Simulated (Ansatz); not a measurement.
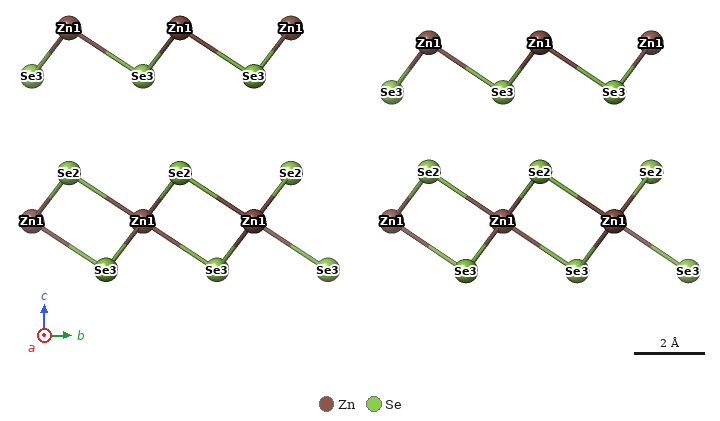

Two geometries of crystalline ZnSe₂ (built on the cadmium chloride_166 type) (coarse preliminary run), drawn at one scale. One is the start of a relaxation, the other its converged end. Style: ball-and-stick. Shown: the atoms within 5.8 Å of the atom that moves most (axes of the conventional cell (3 times the calculation's cell)), along the a axis. Lengths and directions refer to the drawn axes.

Level of theory: Ansatz 0.2.0, DFT r2SCAN, scalar-relativistic, plane waves, PAW. (plane-wave cutoff 500 eV; k-point mesh 6 × 6 × 6; occupations gaussian; smearing width 0.1 eV; no spin polarisation; cell and atoms relaxed; force threshold 0.04 eV/Å; at most 70 steps)

### Which of the two is the end point?

The right one is the relaxed one. Case: cadmium chloride type (R-3m, No. 166). The energy falls by 50.0 meV per atom in 3 accepted moves (5 points after the start). Largest force component: 0.47 eV/Å at the start, 0.00095 eV/Å at the end. The pressure goes from −0.88 to 0.01 GPa. The line search rejected the trial step at point 2 of the run. At 1 point the geometry stayed and the basis and grid were re-selected for the new cell (energy shift of 0.1 meV per atom at most each time). The largest moves relative to the cell, 0.14 Å, are those of Se2 and Se3. Se2 goes along +c. Zn stays in place. The drawn cell changes as follows: a = b 3.694 → 3.702 Å (+0.2 %), c 16.735 → 15.458 Å (−7.6 %); the volume changes by −7.2 %. Some distances before and after: Se2–Se3 3.511 → 3.133 Å, Zn1–Se2 2.548 → 2.572 Å. The space group stays R-3m (No. 166).

Limits of the set-up: layers or molecules are held without a dispersion correction, so their spacing is unreliable.
